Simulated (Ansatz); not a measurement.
System: NaI, space group R-3m, 2 atoms in the cell, rocksalt type, epitaxial (111) strain −2.5%.

```cif
data_structure
_symmetry_space_group_name_H-M 'P 1'
_symmetry_Int_Tables_number 1
_cell_length_a 4.5956
_cell_length_b 4.5956
_cell_length_c 4.5956
_cell_angle_alpha 57.962
_cell_angle_beta 57.962
_cell_angle_gamma 57.962
_cell_volume 65.42
loop_
_atom_site_label
_atom_site_type_symbol
_atom_site_fract_x
_atom_site_fract_y
_atom_site_fract_z
_atom_site_occupancy
Na1 Na 0.00000 0.00000 0.00000 1
I1 I 0.50000 0.50000 0.50000 1
```

Computed with Ansatz 0.2.0: DFT, PBE, plane waves, PAW, no spin polarisation, 8×8×8 k mesh.

What does the calculation give for the electronic structure?

There is a gap; over the k points computed it is 3.65 eV (direct among those points). The upper group of valence states starts about 2.4 eV under the valence-band top, with a gap beneath it; it holds about 6 electrons a cell. Within the window shown, the tallest peak of the filled states lies 0.6 eV under the valence-band top, at about 4.5 states per eV and cell.

Spin-orbit coupling is left out, which matters for I.

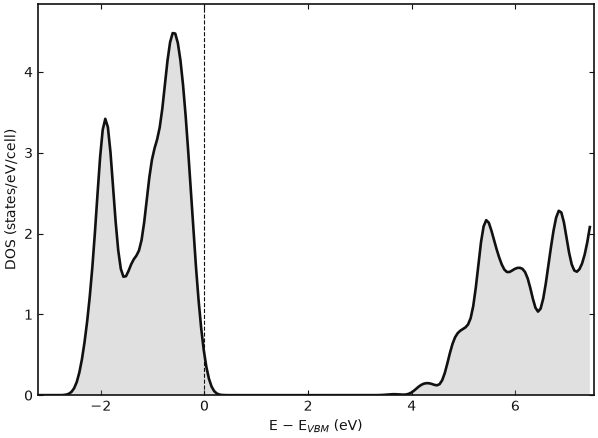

Density of states. Energies are counted from the top of the valence band. The curve is built from the levels of the k mesh with Gaussians 0.3 eV wide, which also blur the band edges.
